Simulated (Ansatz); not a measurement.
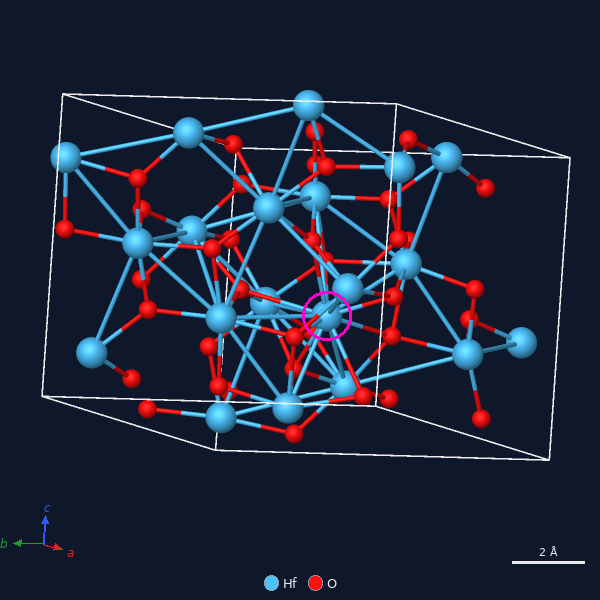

Crystal structure, ball-and-stick style, seen from a general direction. The wireframe shows the supercell. The host is HfO2, in a cell of 48 sites, and the cell carries a charge of +1. A ring marks the defect's site.

Question: How does this supercell depart from the perfect host?

Answer: An interstitial hafnium atom. It is bonded to eight Hf and eight O (about 2.9 to 3.4 Å to Hf, 2.1 to 2.6 Å to O). Not all metal-metal contacts are counted.

Results below were computed with DFT PBEsol, scalar-relativistic, plane waves, PAW in Ansatz; the settings were 420 eV cutoff, a 2×2×2 sampling of the Brillouin zone, Gaussian smearing of 0.01 eV, collinear spins.

Question: Does the defective cell carry a moment?

Answer: Yes, 1.0 μB in the cell.

The atoms were relaxed in the host's cell with Ansatz 0.2.0, DFT PBEsol, scalar-relativistic, plane waves, PAW.
